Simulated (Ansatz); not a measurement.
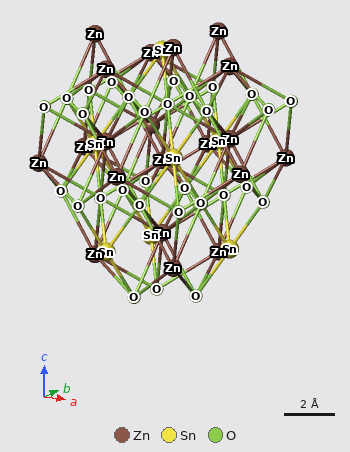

This is the input geometry for a relaxation of solid Zn₂SnO₃ (a generated structure, set up in R-3m) (coarse preliminary run). The picture is a ball-and-stick view of the atoms within 5.8 Å of the atom that moves most (axes of the conventional cell (3 times the calculation's cell)), seen slightly off an axis. Lengths and directions refer to the drawn axes.

Method: Ansatz 0.2.0, DFT PBE, scalar-relativistic, plane waves, PAW.

The input:
```yaml
crystal:
  lattice:
    - [2.51444255, 1.45171408, 3.96696603]
    - [-2.51444255, 1.45171408, 3.96696603]
    - [0.0, -2.90342817, 3.96696603]
  atoms:
    - { symbol: Zn, position: [0.62348026, 0.62348026, 0.62348026] }
    - { symbol: Zn, position: [0.37651974, 0.37651974, 0.37651974] }
    - { symbol: Sn, position: [0.0, 0.0, 0.0] }
    - { symbol: O, position: [0.0, 0.5, 0.0] }
    - { symbol: O, position: [0.5, 0.0, 0.0] }
    - { symbol: O, position: [0.0, 0.0, 0.5] }
basis:
  ecutwfc: 420
kpoints:
  mp_grid: { grid: [6, 6, 6] }
hamiltonian:
  xc: pbe
scf:
  occupations: { method: gaussian, width: 0.1 }
  lower_state_search: "off"
output:
  forces: true
  stress: true
  eigenvalues: true
relax:
  adjacent_minimum: "off"
  f_tol: 0.04
  max_steps: 70
  cell: { stress_tol: 0.4 }
```

Launched with:
```bash
ansatz run input.yaml --threads 1 --pin off --max-ram 2560MiB --backend cpu --events-out ev --progress --plain --runs-dir out
```

### What does the optimiser find from here?

Over 11 accepted moves (13 points after the start) the energy falls by 7.861 eV per cell of the calculation. Largest force component: 0.17 eV/Å at the start, 0.0022 eV/Å at the end. The pressure goes from −7.95 to 0.12 GPa. At 2 points the geometry stayed and the basis and grid were re-selected for the new cell (energy shift of 0.207 eV per cell of the calculation at most each time). The largest moves relative to the cell, 0.18 Å, are those of Zn1 and Zn2. Zn1 goes along +c. O and Sn stay in place. Cell: a = b 5.029 → 5.824 Å (+15.8 %), c 11.901 → 7.904 Å (−33.6 %). Volume −10.9 %. Some distances before and after: Zn1–O4 2.889 → 2.241 Å, Zn1–Zn2 2.939 → 2.307 Å, Sn3–O4 2.458 → 2.136 Å, Zn1–O4 (another image) 2.912 → 3.132 Å. Bond angles that change, for instance: O4–Sn3–O5 118.5° → 94.0°, O4–Sn3–O5 61.5° → 86.0°. The space group stays R-3m (No. 166). Cost: 2.2 min on 1 thread of Arm Neoverse V1, with other jobs on the host, peak memory 0.4 GiB.

The structure at the end:

```
Zn Sn O
1.0
     2.91210    1.68130    2.63473
    -2.91210    1.68130    2.63473
     0.00000   -3.36260    2.63473
Zn Sn O
2 1 3
Direct
  0.64591 0.64591 0.64591
  0.35409 0.35409 0.35409
  0.00000 0.00000 0.00000
  0.00000 0.50000 0.00000
  0.50000 0.00000 0.00000
  0.00000 0.00000 0.50000
```

The end point in the same view:

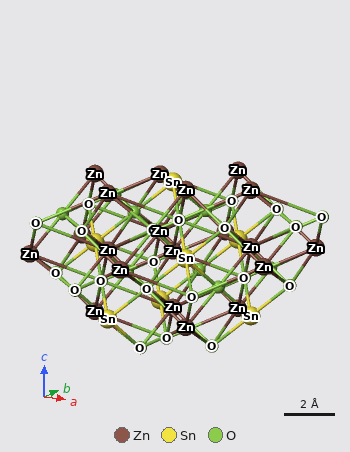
